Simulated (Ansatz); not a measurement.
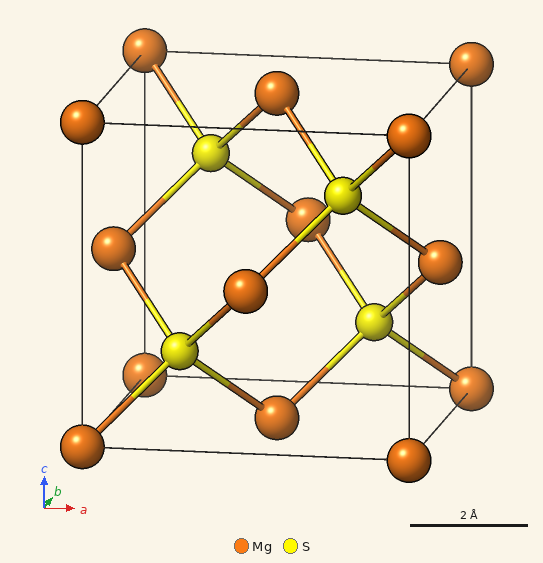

Ball-and-stick drawing of the structure, looking slightly off an axis. One conventional unit cell is outlined, and atoms on its boundary appear in each equivalent place. Cell: a = 5.70 Å, b = 5.70 Å, c = 5.70 Å, α = 90.00°, β = 90.00°, γ = 90.00°.

Its origin is a structure listed in the Materials Project. Earlier steps of the study may have refined or changed the cell and positions. An electronic-structure calculation with Ansatz was run on it.

**Notes on the structure:**

The structure is one of MgS. Symmetry: F-43m (No. 216), face-centred cubic lattice. It belongs to the family called zinc blende (sphalerite type). It has 8 atoms to the cell (4 Mg, 4 S). Mg sits among four S in a tetrahedral arrangement at about 2.5 Å. Around each S lie four Mg in a tetrahedral arrangement at about 2.5 Å. The bonds build a three-dimensional framework.

Setup: DFT PBE, scalar-relativistic, plane waves, PAW (Ansatz); plane waves up to 420 eV, k-points about 0.24 Å⁻¹ apart, Gaussian smearing of 0.02 eV, no spin polarisation.

**What is the band gap, if any?**

An insulator at this level, with a gap of 3.37 eV, direct.

**What net charge does each kind of atom have (Bader)?**

Mg +1.63 e; S -1.63 e.

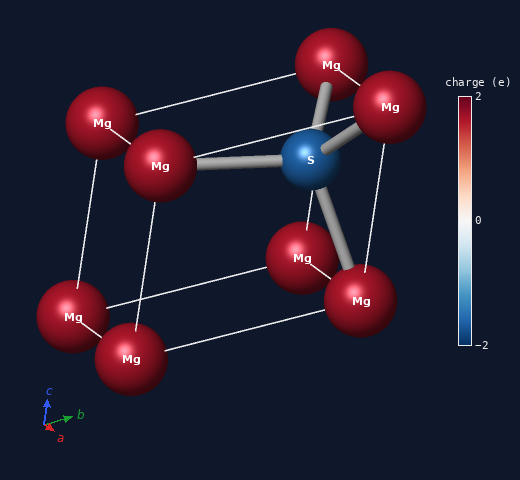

The atoms coloured by those charges. The run's cell of 2 atoms is drawn, so axes and origin can differ from the first picture.

**Is this the optimised geometry for these settings?**

Yes. All forces vanish to within 0.01 eV/Å. The pressure is 0.0 GPa, close to zero.
